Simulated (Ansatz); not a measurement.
System: TiPbO₃, space group Pm-3m (No. 221) (cell built by us, not taken from a database).

The given structure:
```yaml
crystal:
  lattice:
    - [3.93507, 0.00000, 0.00000]
    - [0.00000, 3.93507, 0.00000]
    - [0.00000, 0.00000, 3.93507]
  atoms:
    - { symbol: Pb, position: [0.00000, 0.00000, 0.00000] }
    - { symbol: Ti, position: [0.50000, 0.50000, 0.50000] }
    - { symbol: O, position: [0.50000, 0.50000, 0.00000] }
    - { symbol: O, position: [0.50000, 0.00000, 0.50000] }
    - { symbol: O, position: [0.00000, 0.50000, 0.50000] }
```

Calculation (Ansatz 0.2.0): Born effective charges by linear response at the zone centre, in units of the proton charge, Cartesian axes of the given cell; DFT, r2SCAN, plane waves, PAW. Level: r2SCAN, no spin polarisation.

periodic directions 3; potentials PAW; wave cutoff 500 eV; k mesh 6×6×6.

What does the calculation give for the mean Born effective charge of each atom? The cases: Pb; Ti; O 1; O 2; O 3.

The largest in size is that of Ti, 7.08 e, and the charges add up to 0.00 e. O 1, O 2 and O 3 are equally anisotropic; for O 1: its diagonal components run from −5.81 to −2.58 e. The Born charge xx, in e, is 3.873 for Pb, 7.085 for Ti, −2.576 for O 1, −2.576 for O 2 and −5.806 for O 3. The Born charge zz, in e, is 3.873 for Pb, 7.085 for Ti, −5.806 for O 1, −2.576 for O 2 and −2.576 for O 3.

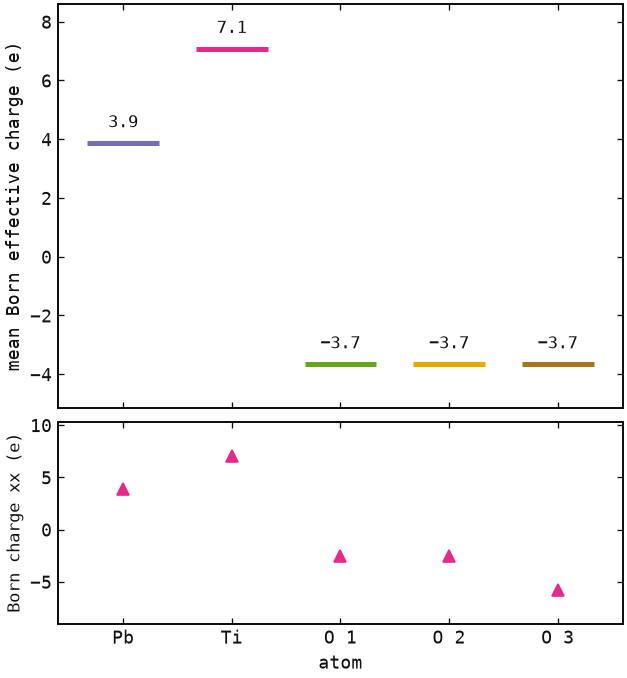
